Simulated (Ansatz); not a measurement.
Run report: W, geometry relaxation (part 2 of 2)

The same run, continued: W (1 atom in the cell); DFT with r2SCAN, PAW plane waves, no spin polarisation (Ansatz 0.2.0); cutoff 500 eV, 15×15×15 k-mesh, Fermi–Dirac smearing. The structure derives from an entry of the Crystallography Open Database.

Geometry of the input (Å; fractional positions):
```
-1.6018  1.6018  1.6018
1.6018  -1.6018  1.6018
1.6018  1.6018  -1.6018
W  0.0000  0.0000  0.0000
```

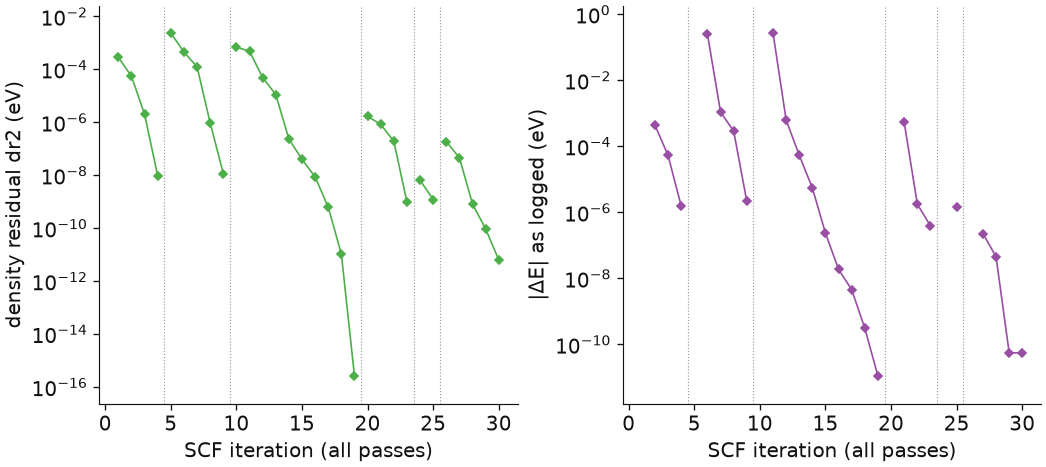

Fig. 1: Convergence of the self-consistent field: density residual dr2 and size of the energy change against the SCF iteration. The dotted lines part the SCF passes of the relaxation: geometry steps, rejected trials and re-solves on a re-selected basis. The 6 passes take 2 to 10 iterations each, 30 in all.

```
basis re-selected at this cell: Δ(F+E_penalty+E_count) = +2.665e-4 eV, ΔP = -0.011 GPa vs the last step (what re-selecting the basis moved, of the pressure what is left beyond the Pulay correction that the steps carried, after the strain that the cell walked since its last selection, with what the two solves' SCF thresholds leave and, on support functions, any second-order correction that the steps lacked; it is no measure of the basis error at this ecutwfc). This SCF's stress stands 1.23e-2 GPa from its target on what of the cell is left free (relax.cell.stress_tol is 5.00e-2 GPa) and its largest allowed force component is 0.00e0 eV/Å (relax.f_tol is 3.00e-2 eV/Å): within both
SCF converged after 5 iterations
Free energy (F): -10397.303779 eV
Harris-Foulkes:  -10397.303779 eV  (|F-HF|=7.28e-12)
Internal energy: -10397.291205 eV  (E = F + TS)
E sigma→0 (E₀):  -10397.297492 eV
Entropy (-TS):   -0.012574 eV (-12.574 meV/atom)
Fermi energy:    22.332106 eV
--- Per-component energies (eV) ---
  E_band       = -97.279382
  E_kinetic    = 450.728603
  E_local      = -601.817174  (includes V_loc(G=0)·N_el)
  E_nonlocal   = 0.954523
  E_hartree    = 216.296175
  E_xc         = -249.139165
  E_vxc        = -260.008970  (∫ρ·V_xc dr)
  E_paw        = -8593.119189  (= ΣΔE_a)
  E_vpaw       = -133.134316  (= ΣTr[D̂ρ^β])
  E_aug_tail   = -0.000056  (compensation charges beyond the density's cutoff)
  E_vtau       = 13.405608  (kinetic-family band-sum trace: ∫τ·v_τ [+ j·A + Jᵃ·Aᵃ] dr)
  E_ewald      = -1620.606972
  E_core_change = -0.587949  (= ΣΔE_core)
  E_smearing   = -0.012574  (= −TS)
  E_closure    = 0.000000  (closes the sum)
  Σ components = -10397.303779   (vs F -10397.303779, Δ=0.00e0)
--- Forces (eV/Å), atoms counted from 1 ---
  atom   1  W      0.00000000     0.00000000     0.00000000
  max |Σ_I F_I| component: 1.49e-32 eV/Å
--- Stress (GPa, compression-positive) ---
       -0.012313      -0.000000       0.000000
        0.000000      -0.012313      -0.000000
       -0.000000      -0.000000      -0.012313
  P = ⅓ Tr σ = -0.0123 GPa (-0.123 kbar)
--- Band table (eV; the first three rows and the last of 120) ---
  k-point 0: bands = ["-53.6691", "-16.5800", "-16.5800", "-16.5800", "12.2769", "21.0850", "21.0850", "21.0850", "24.9085", "24.9085", "37.5214"]
  k-point 1: bands = ["-53.6629", "-16.6436", "-16.5997", "-16.5803", "12.5009", "20.9486", "21.0523", "21.3005", "24.6902", "24.9088", "37.7084"]
  k-point 2: bands = ["-53.6451", "-16.8205", "-16.6550", "-16.5812", "13.1364", "20.5843", "20.9043", "21.9363", "24.2858", "24.9252", "38.1245"]
  k-point 119: bands = ["-53.4170", "-17.5281", "-17.5170", "-17.5170", "16.4435", "16.4731", "27.1384", "27.1384", "27.5559", "30.5345", "31.5540"]
--- Relaxed structure (5 steps of the walk, 4 accepted, 1 SCFs on fresh bases) ---
  F+E_penalty+E_count = -10397.30377868 eV   max|allowed force component| = 0.000e0 eV/Å   (the final SCF, on the basis selected at the relaxed cell)
  cell:  # Å, volume = 15.9111 Å³
    - [-1.5844556681005244, 1.5844556681005244, 1.5844556681005244]
    - [1.5844556681005244, -1.5844556681005244, 1.5844556681005244]
    - [1.5844556681005244, 1.5844556681005244, -1.5844556681005244]
  atoms:
    - { symbol: W, position: [0.0, 0.0, 0.0] }
--- Löwdin populations: 1 site ---
  site symbol       q [e]
     0      W     13.8419
  spilling = 0.011296 (of n_electrons = 14.000000)
--- Bader charges: 1 site ---
  site symbol  charge [e]  shift [e]
     0      W      0.0000     0.0000
  estimated error of the sums over rays = 4.5e-7 e
```

Trajectory as extended XYZ (Å, eV, eV/Å), 6 frames, from step=1 to step=6:
```
1
Lattice="-1.6018 1.6018 1.6018 1.6018 -1.6018 1.6018 1.6018 1.6018 -1.6018" Properties=species:S:1:pos:R:3:forces:R:3 step=1 energy=-10397.28720 pressure_GPa=-9.78
W     0.0000    0.0000    0.0000    0.0000   0.0000   0.0000
1
Lattice="-1.5301 1.5301 1.5301 1.5301 -1.5301 1.5301 1.5301 1.5301 -1.5301" Properties=species:S:1:pos:R:3:forces:R:3 step=2 energy=-10397.11661 pressure_GPa=41.54 accepted=F
W     0.0000    0.0000    0.0000    0.0000   0.0000   0.0000
1
Lattice="-1.5871 1.5871 1.5871 1.5871 -1.5871 1.5871 1.5871 1.5871 -1.5871" Properties=species:S:1:pos:R:3:forces:R:3 step=3 energy=-10397.30362 pressure_GPa=-1.57
W     0.0000    0.0000    0.0000    0.0000   0.0000   0.0000
1
Lattice="-1.5843 1.5843 1.5843 1.5843 -1.5843 1.5843 1.5843 1.5843 -1.5843" Properties=species:S:1:pos:R:3:forces:R:3 step=4 energy=-10397.30405 pressure_GPa=0.09
W     0.0000    0.0000    0.0000    0.0000   0.0000   0.0000
1
Lattice="-1.5845 1.5845 1.5845 1.5845 -1.5845 1.5845 1.5845 1.5845 -1.5845" Properties=species:S:1:pos:R:3:forces:R:3 step=5 energy=-10397.30405 pressure_GPa=-0.00
W     0.0000    0.0000    0.0000    0.0000   0.0000   0.0000
1
Lattice="-1.5845 1.5845 1.5845 1.5845 -1.5845 1.5845 1.5845 1.5845 -1.5845" Properties=species:S:1:pos:R:3:forces:R:3 step=6 energy=-10397.30378 pressure_GPa=-0.01
W     0.0000    0.0000    0.0000    0.0000   0.0000   0.0000
```

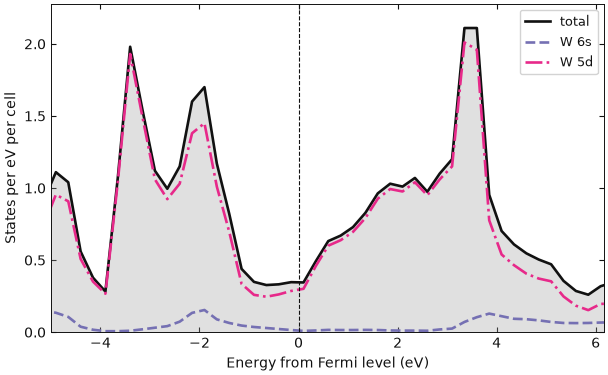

Fig. 2: Density of states (projected on Löwdin-orthogonalised atomic shells), with energies from the Fermi level. There are states at the Fermi level: a metal at this level of theory.

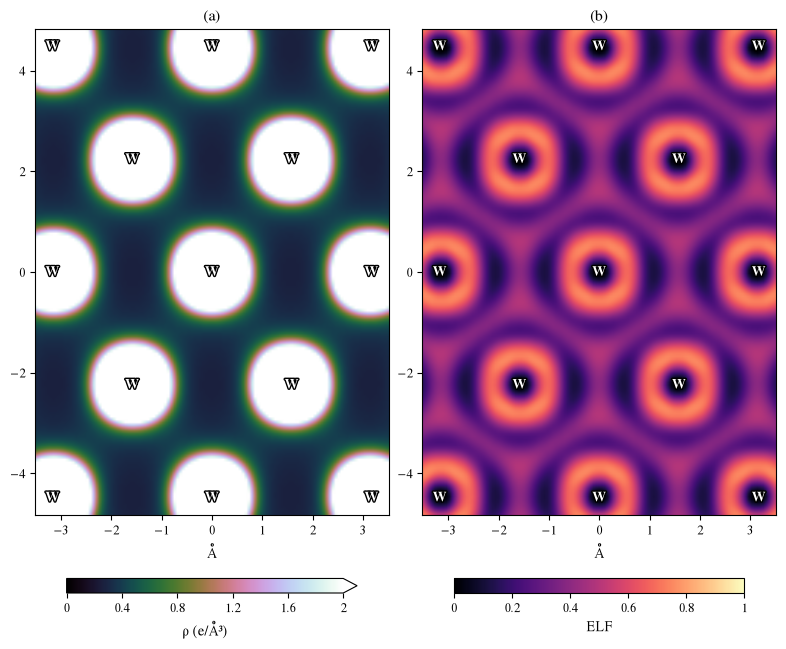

Fig. 3: (a) valence pseudo-density; (b) electron localisation function on the (101) plane of the conventional cell. Atoms in the plane: W. W–W (2.74 Å): the density is about 0.41 e/Å³ at the midpoint; the ELF is about 0.40 at the midpoint. Away from the nuclei the density in this plane falls to 0.27 e/Å³ at its lowest. The strong features right at W lie inside the PAW spheres (semicore, d or f shells) and say nothing about bonding. In a PAW calculation such maps are meaningful between the atoms, not at the nuclei.

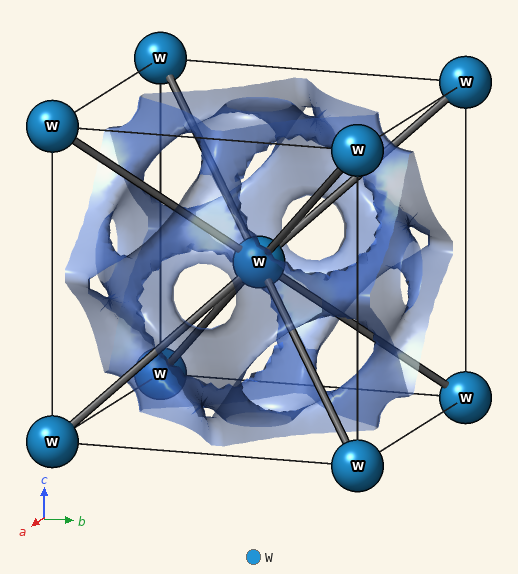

Fig. 4: Isosurface of the electron localisation function at 0.45 (blue), seen slightly off an axis. Core shells and regions of very low density are left out. Sticks mark near contacts. The outline is the cell set on symmetry axes. Profiles from the grid: W–W (2.74 Å): the ELF is about 0.40 at the midpoint.

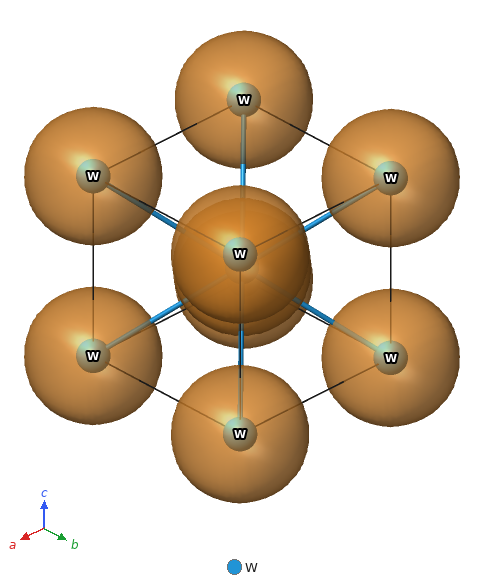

Fig. 5: Isosurface of the valence electron density at 0.6 e/Å³ (orange), seen at an oblique angle. Sticks mark near contacts. The outline is the cell set on symmetry axes. At this value the density breaks into separate islands; it holds about 70 % of the electrons treated as valence (semicore included). It is pinched off along the W–W (2.74 Å) contacts. On the grid the lowest density along these lines, outside the cores, is 0.41 e/Å³ (W–W, 2.74 Å).

Key numbers:

| quantity | value |
| --- | --- |
| outcome | converged |
| space group (tolerance 0.01 Å) | Im-3m (229) |
| electrons treated | 14 |
| free energy | −10397.3038 eV |
| Fermi energy | 22.332 eV |
| pressure | −0.01 GPa |
| final volume | 15.91 Å³ |
| electronic character | metal |
| largest force (length of the vector) at the end | under 0.001 eV/Å |
| final cell | a = 2.744 Å, b = 2.744 Å, c = 2.744 Å, α = 109.47°, β = 109.47°, γ = 109.47° |
| wall time | 29 s (CPU time 57 s) |
| peak memory | 0.37 GiB |

Spin–orbit coupling is left out, which matters for W.
